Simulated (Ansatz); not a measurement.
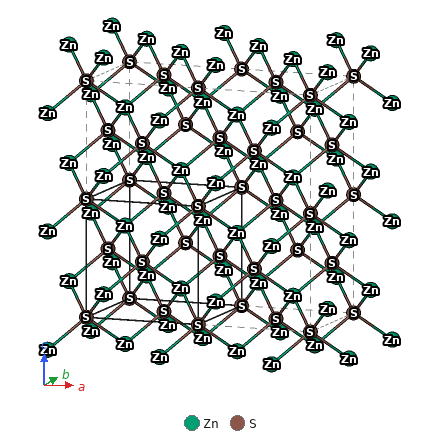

ZnS (space group F-43m, No. 216). Coordinates: the end point of a relaxation with Ansatz, DFT, LDA, plane waves, PAW.

Bonds are taken as S–Zn below 2.6 Å; no other contact counts. Atoms with one bond or none are removed and atoms with two bonds are replaced by edges, until no such atom is left.

What kind of net remains, and which atoms are its nodes?

A uninodal 4-connected, three-periodic net: Zn and S are 4-connected nodes.

Which named net is it?

It is the dia net, known from diamond, zinc blende and cristobalite.

Is the net interpenetrated?

It is a single net, without interpenetration.

How many nodes does the smallest cycle have?

Six.

Give the point symbol of each node (shortest cycle at each angle).

Zn and S: 6^6.
